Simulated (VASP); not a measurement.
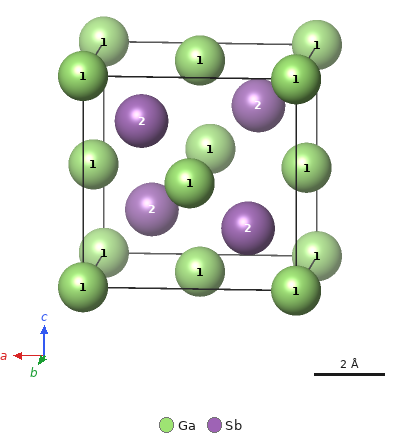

*The structure as given in the input (spheres-only view of the cell 4 times as large as that of the calculation, set on its symmetry axes, seen at an oblique angle; atoms are numbered from 1 in the order of the input).*

## Run report: GaSb, geometry relaxation

- system: GaSb (2 atoms in the cell)
- method: Kohn-Sham DFT of a periodic cell, PBEsol, VASP PAW PBE potentials, recommended, no spin polarisation (VASP 6.6.1)

The structure derives from an entry of the Crystallography Open Database.

INCAR:
```
SYSTEM = GaSb
PREC = Accurate ; ENCUT = 600
EDIFF = 1E-6 ; ISMEAR = 0
SIGMA = 0.03 ; LREAL = .False.
LASPH = .True. ; NELM = 80
ALGO = Normal ; ISIF = 3
LWAVE = .False. ; LCHARG = .False.
GGA = PS ; IBRION = 2
NSW = 90 ; EDIFFG = -0.01
```

KPOINTS:
```
regular mesh
0
Gamma
  10 10 10
  0 0 0
```

POSCAR:
```
GaSb
1.0
    0.0000000000      3.0590000000      3.0590000000
    3.0590000000      0.0000000000      3.0590000000
    3.0590000000      3.0590000000      0.0000000000
Ga Sb
1 1
Direct
    0.0000000000      0.0000000000      0.0000000000
    0.2500000000      0.2500000000      0.2500000000
```

Machine: 1 thread of AMD EPYC (Zen 4), 64 GiB of memory available, shared host.

Command:
```bash
cat potpaw_PBE.64/Ga_d/POTCAR potpaw_PBE.64/Sb/POTCAR > POTCAR
mpirun -np 1 vasp_std > vasp.out
```

OSZICAR:
```
N       E                     dE             d eps       ncg     rms          rms(c)
DAV:   1     0.805038475888E+02    0.80504E+02   -0.94325E+03  1246   0.186E+03
DAV:   2    -0.223063363995E+01   -0.82734E+02   -0.80694E+02  1347   0.334E+02
DAV:   3    -0.814068324846E+01   -0.59100E+01   -0.58603E+01  1522   0.747E+01
DAV:   4    -0.825002957096E+01   -0.10935E+00   -0.10929E+00  1427   0.111E+01
DAV:   5    -0.825296765457E+01   -0.29381E-02   -0.29380E-02  1549   0.162E+00    0.314E+00
DAV:   6    -0.817883270177E+01    0.74135E-01   -0.98389E-02  1615   0.610E+00    0.184E+00
DAV:   7    -0.815303842758E+01    0.25794E-01   -0.50473E-02  1445   0.229E+00    0.365E-01
DAV:   8    -0.815304462260E+01   -0.61950E-05   -0.52880E-03  1634   0.107E+00    0.917E-02
DAV:   9    -0.815330909312E+01   -0.26447E-03   -0.45509E-04  1317   0.195E-01    0.305E-02
DAV:  10    -0.815331663062E+01   -0.75375E-05   -0.25458E-05  1510   0.459E-02    0.790E-03
DAV:  11    -0.815332550718E+01   -0.88766E-05   -0.10662E-05  1325   0.247E-02    0.375E-03
DAV:  12    -0.815332583261E+01   -0.32544E-06   -0.63318E-07  1021   0.819E-03
   1 F= -.81533258E+01 E0= -.81532993E+01  d E =-.815333E+01
       N       E                     dE             d eps       ncg     rms          rms(c)
DAV:   1    -0.815423814612E+01   -0.91264E-03   -0.12234E-02  1587   0.203E+00    0.170E-01
DAV:   2    -0.815353975485E+01    0.69839E-03   -0.14046E-03  1552   0.782E-01    0.777E-02
DAV:   3    -0.815337009558E+01    0.16966E-03   -0.20828E-04  1607   0.255E-01    0.178E-02
DAV:   4    -0.815335218241E+01    0.17913E-04   -0.21345E-05  1454   0.710E-02    0.574E-03
DAV:   5    -0.815335085858E+01    0.13238E-05   -0.11758E-06   656   0.160E-02    0.126E-03
DAV:   6    -0.815335085025E+01    0.83282E-08   -0.29812E-07   611   0.104E-02
   2 F= -.81533509E+01 E0= -.81533242E+01  d E =-.250176E-04
```

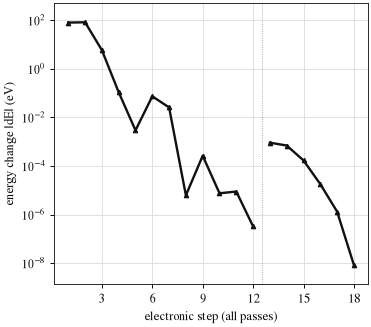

*Convergence of the self-consistent field: energy change |dE| against the electronic step. Each stretch between dotted lines is the SCF of one geometry step of a relaxation.*

The 2 ionic steps take 6 to 12 electronic steps each. The density is held fixed in the first few steps, and dE rises again when its update begins.

Parts of OUTCAR:
```
SYSTEM = GaSb
   PREC = Accurate
   ENCUT = 600
   EDIFF = 1E-6
   ISMEAR = 0
   LREAL = .False.
   LASPH = .True.
   NELM = 80
   ISIF = 3
   GGA = PS
   IBRION = 2
   NSW = 90
   EDIFFG = -0.01

 ion  position               nearest neighbor table
   1  0.000  0.000  0.000-   2 2.65   2 2.65   2 2.65   2 2.65
   2  0.250  0.250  0.250-   1 2.65   1 2.65   1 2.65   1 2.65

  LATTYP: Found a face centered cubic cell.
 ALAT       =     6.1180000000

  Lattice vectors:

 A1 = (   0.0000000000,   3.0590000000,   3.0590000000)
 A2 = (   3.0590000000,   0.0000000000,   3.0590000000)
 A3 = (   3.0590000000,   3.0590000000,   0.0000000000)

Analysis of symmetry for initial positions (statically):
=====================================================================
 Subroutine PRICEL returns:
 Original cell was already a primitive cell.

 Routine SETGRP: Setting up the symmetry group for a
 face centered cubic supercell.

 Subroutine GETGRP returns: Found 24 space group operations
 (whereof 24 operations were pure point group operations)
 out of a pool of 48 trial point group operations.

The static configuration has the point symmetry T_d .

Analysis of symmetry for dynamics (positions and initial velocities):
=====================================================================
 Subroutine PRICEL returns:
 Original cell was already a primitive cell.

 Routine SETGRP: Setting up the symmetry group for a
 face centered cubic supercell.

 Subroutine GETGRP returns: Found 24 space group operations
 (whereof 24 operations were pure point group operations)
 out of a pool of 48 trial point group operations.

The dynamic configuration has the point symmetry T_d .

 Subroutine INISYM returns: Found 24 space group operations
 (whereof 24 operations are pure point group operations),
 and found     1 'primitive' translations

----------------------------------------------------------------------------------------

                                     Primitive cell

  volume of cell :      57.2491

  direct lattice vectors                    reciprocal lattice vectors
     0.000000000  3.059000000  3.059000000    -0.163452109  0.163452109  0.163452109
     3.059000000  0.000000000  3.059000000     0.163452109 -0.163452109  0.163452109
     3.059000000  3.059000000  0.000000000     0.163452109  0.163452109 -0.163452109

  length of vectors
     4.326079287  4.326079287  4.326079287     0.283107357  0.283107357  0.283107357

  position of ions in fractional coordinates (direct lattice)
     0.000000000  0.000000000  0.000000000
     0.250000000  0.250000000  0.250000000

  ion indices of the primitive-cell ions
   primitive index   ion index
                 1           1
                 2           2

----------------------------------------------------------------------------------------

 KPOINTS: regular mesh

Automatic generation of k-mesh.
 Grid dimensions read from file:
 generate k-points for:   10   10   10

 Generating k-lattice:

  Cartesian coordinates                     Fractional coordinates (reciprocal lattice)
    -0.016345211  0.016345211  0.016345211     0.100000000  0.000000000  0.000000000
     0.016345211 -0.016345211  0.016345211     0.000000000  0.100000000  0.000000000
     0.016345211  0.016345211 -0.016345211     0.000000000  0.000000000  0.100000000

  Length of vectors
     0.028310736  0.028310736  0.028310736

  Shift w.r.t. Gamma in fractional coordinates (k-lattice)
     0.000000000  0.000000000  0.000000000

 Subroutine IBZKPT returns following result:
 ===========================================

 Found     47 irreducible k-points:

 Following reciprocal coordinates:
            Coordinates               Weight
  0.000000  0.000000  0.000000      1.000000
  0.100000  0.000000  0.000000      8.000000
  0.200000  0.000000  0.000000      8.000000
  0.300000  0.000000  0.000000      8.000000
  0.400000  0.000000  0.000000      8.000000
  0.500000  0.000000  0.000000      4.000000
  0.100000  0.100000  0.000000      6.000000
  0.200000  0.100000  0.000000     24.000000
  0.300000  0.100000  0.000000     24.000000
  0.400000  0.100000  0.000000     24.000000
  0.500000  0.100000  0.000000     24.000000
 -0.400000  0.100000  0.000000     24.000000
 -0.300000  0.100000  0.000000     24.000000
 -0.200000  0.100000  0.000000     24.000000
 -0.100000  0.100000  0.000000     12.000000
  0.200000  0.200000  0.000000      6.000000
  0.300000  0.200000  0.000000     24.000000
  0.400000  0.200000  0.000000     24.000000
  0.500000  0.200000  0.000000     24.000000
 -0.400000  0.200000  0.000000     24.000000
 -0.300000  0.200000  0.000000     24.000000
 -0.200000  0.200000  0.000000     12.000000
  0.300000  0.300000  0.000000      6.000000
  0.400000  0.300000  0.000000     24.000000
 [... further k-points ...]
   k-points           NKPTS =     47   k-points in BZ     NKDIM =     47   number of bands    NBANDS=     13
   number of dos      NEDOS =    301   number of ions     NIONS =      2
   total plane-waves  NPLWV =  46656
   dimension x,y,z NGX =    36 NGY =   36 NGZ =   36
   dimension x,y,z NGXF=    72 NGYF=   72 NGZF=   72
   ions per type =               1   1
   NGX,Y,Z   is equivalent  to a cutoff of  13.83, 13.83, 13.83 a.u.
   NGXF,Y,Z  is equivalent  to a cutoff of  27.67, 27.67, 27.67 a.u.
 SYSTEM =  GaSb
   PREC   = accura    normal or accurate (medium, high low for compatibility)
   ISTART =      0    job   : 0-new  1-cont  2-samecut
   ICHARG =      2    charge: 1-file 2-atom 10-const
   ISPIN  =      1    spin polarized calculation?
   LNONCOLLINEAR =      F non collinear calculations
   LSORBIT =      F    spin-orbit coupling
   LASPH  =      T    aspherical Exc in radial PAW
   ENCUT  =  600.0 eV  44.10 Ry    6.64 a.u.   8.64  8.64  8.64*2*pi/ulx,y,z
   NELM   =     80;   NELMIN=  2; NELMDL= -5     # of ELM steps
   EDIFF  = 0.1E-05   stopping-criterion for ELM
   LREAL  =      F    real-space projection
   EDIFFG = -.1E-01   stopping-criterion for IOM
   NSW    =     90    number of steps for IOM
   IBRION =      2    ionic relax: 0-MD 1-quasi-New 2-CG
   NFREE  =      1    steps in history (QN), initial steepest desc. (CG)
   ISIF   =      3    stress and relaxation
   ISYM   =      2    0-nonsym 1-usesym 2-fastsym
   POTIM  = 0.5000    time-step for ionic-motion
   TEBEG  =    0.0;   TEEND  =   0.0 temperature during run
   PSTRESS=    0.0 pullay stress
   NELECT =      18.0000    total number of electrons
   NUPDOWN=      -1.0000    fix difference up-down
   EMIN   =  10.00;   EMAX   =-10.00  energy-range for DOS
   EFERMI =   0.00;   METHOD = LEGACY
   ISMEAR =     0;   SIGMA  =   0.03  broadening in eV -4-tet -1-fermi 0-gaus
   EFERMI_NEDOS =   21; number of points for ismear=-14 and -15
   IALGO  =     38    algorithm
   IMIX   =      4    mixing-type and parameters
     AMIX     =   0.40;   BMIX     =  1.00
     AMIX_MAG =   1.60;   BMIX_MAG =  1.00
  volume/ion in A,a.u.               =      28.62       193.17
  Fermi-wavevector in a.u.,A,eV,Ry     =   1.113208  2.103657 16.860766  1.239231
  Thomas-Fermi vector in A             =   2.249790
   LORBIT       =      0    0 simple, 1 ext, 2 COOP (PROOUT), +10 PAW based schemes
   GGA     = PS    functional components
   LHFCALC =     F    Hartree Fock is set to
   AEXX    =    0.0000 exact exchange contribution
   IVDW    =     0    specifies the selected vdW correction
   LEPSILON=     F    determine dielectric tensor
   LRPA    =     F    only Hartree local field effects (RPA)
 conjugate gradient relaxation of ions
 non-spin polarized calculation
 Gauss-broadening in eV      SIGMA  =   0.03
  energy-cutoff  :      600.00
  volume of cell :       57.25
 maximum number of plane-waves:      1925
   NGX = 17   NGY = 17   NGZ = 17

--------------------------------------- Ionic step        1  -------------------------------------------

 number of electron      18.0000006 magnetization

 Free energy of the ion-electron system (eV)
  ---------------------------------------------------
  ext. energy  EPLUGINS =         0.00000000
  ---------------------------------------------------
  free energy    TOTEN  =        -8.15332583 eV

  energy without entropy =       -8.15327274  energy(sigma->0) =       -8.15329928

------------------------ aborting loop because EDIFF is reached ----------------------------------------

  FORCE on cell =-STRESS in cart. coord.  units (eV):
  Direction    XX          YY          ZZ          XY          YZ          ZX
  --------------------------------------------------------------------------------------
  -------------------------------------------------------------------------------------
  Total       -0.0330145     -0.0330145     -0.0330145      0.0000000      0.0000000      0.0000000
  in kB       -0.9239461     -0.9239461     -0.9239461      0.0000000      0.0000000      0.0000000
  external PRESSURE =      -0.9239461 kB  Pullay stress =       0.0000000 kB

 VOLUME and BASIS-vectors are now :
 -----------------------------------------------------------------------------
  energy-cutoff  :      600.00
  volume of cell :       57.25
      direct lattice vectors                 reciprocal lattice vectors
     0.000000000  3.059000000  3.059000000    -0.163452109  0.163452109  0.163452109
     3.059000000  0.000000000  3.059000000     0.163452109 -0.163452109  0.163452109
     3.059000000  3.059000000  0.000000000     0.163452109  0.163452109 -0.163452109

 POSITION                                       TOTAL-FORCE (eV/Angst)
 -----------------------------------------------------------------------------------
      0.00000      0.00000      0.00000         0.000000      0.000000     -0.000000
      1.52950      1.52950      1.52950        -0.000000     -0.000000      0.000000
 -----------------------------------------------------------------------------------
    total drift:                                0.000000      0.000000      0.000000

  FREE ENERGIE OF THE ION-ELECTRON SYSTEM (eV)
  ---------------------------------------------------
  free  energy   TOTEN  =        -8.1533258326 eV

  energy  without entropy=       -8.1532727351  energy(sigma->0) =       -8.15329928

--------------------------------------- Ionic step        2  -------------------------------------------

 number of electron      18.0000006 magnetization

 Free energy of the ion-electron system (eV)
  ---------------------------------------------------
  ext. energy  EPLUGINS =         0.00000000
  ---------------------------------------------------
  free energy    TOTEN  =        -8.15335085 eV

  energy without entropy =       -8.15329764  energy(sigma->0) =       -8.15332424

 E-fermi :   4.7713     XC(G=0):  -9.2770     alpha+bet :-10.1085

 val. band max:        4.7625856638   @ k =   0.0000   0.0000   0.0000
 cond. band min:       5.1069024539   @ k =   0.5000   0.0000   0.0000
 fundamental gap:      0.3443167900
 Fermi energy:         4.7712671260

 k-point     1 :       0.0000    0.0000    0.0000
  band No.  band energies     occupation
      1     -10.2473      2.00000
      2     -10.2473      2.00000
      3     -10.2473      2.00000
      4     -10.1966      2.00000
      5     -10.1966      2.00000
      6      -6.7655      2.00000
      7       4.7549      1.56081
      8       4.7549      1.56077
      9       4.7549      1.56077
     10       4.7626      1.31764
     11       7.5120      0.00000
     12       7.5120      0.00000
     13       7.5120      0.00000

 k-point     2 :       0.1000    0.0000    0.0000
  band No.  band energies     occupation
      1     -10.2501      2.00000
      2     -10.2461      2.00000
      3     -10.2461      2.00000
      4     -10.1967      2.00000
      5     -10.1967      2.00000
      6      -6.6621      2.00000
      7       3.1511      2.00000
      8       4.5811      2.00000
      9       4.5811      2.00000
     10       5.7099      0.00000
     11       7.7494      0.00000
     12       7.7494      0.00000
     13       7.8919      0.00000

 k-point     3 :       0.2000    0.0000    0.0000
  band No.  band energies     occupation
      1     -10.2575      2.00000
      2     -10.2431      2.00000
      3     -10.2431      2.00000
      4     -10.1970      2.00000
      5     -10.1970      2.00000
      6      -6.3612      2.00000
      7       1.4835      2.00000
      8       4.2248      2.00000
      9       4.2248      2.00000
     10       5.6601      0.00000
     11       8.2035      0.00000
     12       8.2035      0.00000
     13       9.1391      0.00000

 k-point     4 :       0.3000    0.0000    0.0000
  band No.  band energies     occupation
      1     -10.2663      2.00000
      2     -10.2397      2.00000
      3     -10.2397      2.00000
      4     -10.1969      2.00000
      5     -10.1969      2.00000
      6      -5.8997      2.00000
      7      -0.0189      2.00000
      8       3.8908      2.00000
      9       3.8908      2.00000
     10       5.3810      0.00000
     11       8.4709      0.00000
     12       8.4709      0.00000
     13      10.6839      0.00000

 k-point     5 :       0.4000    0.0000    0.0000
  band No.  band energies     occupation
      1     -10.2734      2.00000
      2     -10.2372      2.00000
      3     -10.2372      2.00000
      4     -10.1966      2.00000
      5     -10.1966      2.00000
      6      -5.3896      2.00000
      7      -1.1732      2.00000
      8       3.6695      2.00000
      9       3.6695      2.00000
     10       5.1777      0.00000
     11       8.4940      0.00000
     12       8.4940      0.00000
     13      11.1768      0.00000

 [... the levels of 18 k-points are left out ...]

 k-point    24 :       0.4000    0.3000    0.0000
  band No.  band energies     occupation
      1     -10.2843      2.00000
      2     -10.2285      2.00000
      3     -10.2279      2.00000
      4     -10.2053      2.00000
      5     -10.1936      2.00000
      6      -5.1478      2.00000
      7      -0.8553      2.00000
      8       2.2327      2.00000
      9       2.5540      2.00000
     10       5.9286      0.00000
     11       6.9789      0.00000
     12      10.9141      0.00000
     13      11.4431      0.00000

 [... further k-points ...]

------------------------ aborting loop because EDIFF is reached ----------------------------------------

  FORCE on cell =-STRESS in cart. coord.  units (eV):
  Direction    XX          YY          ZZ          XY          YZ          ZX
  --------------------------------------------------------------------------------------
  -------------------------------------------------------------------------------------
  Total        0.0107337      0.0107337      0.0107337      0.0000000      0.0000000      0.0000000
  in kB        0.3011128      0.3011128      0.3011128      0.0000000      0.0000000      0.0000000
  external PRESSURE =       0.3011128 kB  Pullay stress =       0.0000000 kB

 VOLUME and BASIS-vectors are now :
 -----------------------------------------------------------------------------
  energy-cutoff  :      600.00
  volume of cell :       57.11
      direct lattice vectors                 reciprocal lattice vectors
     0.000000000  3.056563956  3.056563956    -0.163582378  0.163582378  0.163582378
     3.056563956  0.000000000  3.056563956     0.163582378 -0.163582378  0.163582378
     3.056563956  3.056563956  0.000000000     0.163582378  0.163582378 -0.163582378

 POSITION                                       TOTAL-FORCE (eV/Angst)
 -----------------------------------------------------------------------------------
      0.00000      3.05656      3.05656        -0.000000     -0.000000     -0.000000
      1.52828      1.52828      1.52828         0.000000      0.000000      0.000000
 -----------------------------------------------------------------------------------
    total drift:                                0.000000      0.000000      0.000000

  FREE ENERGIE OF THE ION-ELECTRON SYSTEM (eV)
  ---------------------------------------------------
  free  energy   TOTEN  =        -8.1533508503 eV

  energy  without entropy=       -8.1532976363  energy(sigma->0) =       -8.15332424

 reached required accuracy - stopping structural energy minimisation
```

CONTCAR:
```
GaSb
   1.00000000000000
     0.0000000000000000    3.0565639558174147    3.0565639558174147
     3.0565639558174147    0.0000000000000000    3.0565639558174147
     3.0565639558174147    3.0565639558174147    0.0000000000000000
  Ga              Sb
     1     1
Direct
     1.0000000000000000    0.0000000000000000    0.0000000000000000
     0.2500000000000000    0.2500000000000000    0.2500000000000000

  0.00000000E+00  0.00000000E+00  0.00000000E+00
  0.00000000E+00  0.00000000E+00  0.00000000E+00
```

Trajectory as extended XYZ (Å, eV, eV/Å), 2 frames, from step=0 to step=1:
```
2
Lattice="0.0000 3.0590 3.0590 3.0590 0.0000 3.0590 3.0590 3.0590 0.0000" Properties=species:S:1:pos:R:3:forces:R:3 step=0 energy=-8.15333
Ga    0.0000    0.0000    0.0000    0.0000   0.0000   0.0000
Sb    1.5295    1.5295    1.5295    0.0000   0.0000   0.0000
2
Lattice="0.0000 3.0566 3.0566 3.0566 0.0000 3.0566 3.0566 3.0566 0.0000" Properties=species:S:1:pos:R:3:forces:R:3 step=1 energy=-8.15335
Ga    0.0000    3.0566    3.0566    0.0000   0.0000   0.0000
Sb    1.5283    1.5283    1.5283    0.0000   0.0000   0.0000
```

Summary:

- outcome: converged
- space group (tolerance 0.01 Å): F-43m (216)
- electrons treated: 18
- free energy: −8.1534 eV
- Fermi energy: 4.771 eV
- gap on the k-point mesh: none (metallic)
- pressure: 0.03 GPa
- final volume: 57.11 Å³
- largest force (length of the vector) at the end: under 0.001 eV/Å
- final cell: a = 4.323 Å, b = 4.323 Å, c = 4.323 Å, α = 60.00°, β = 60.00°, γ = 60.00°
- wall time: 51 s
- peak memory: 0.2 GiB
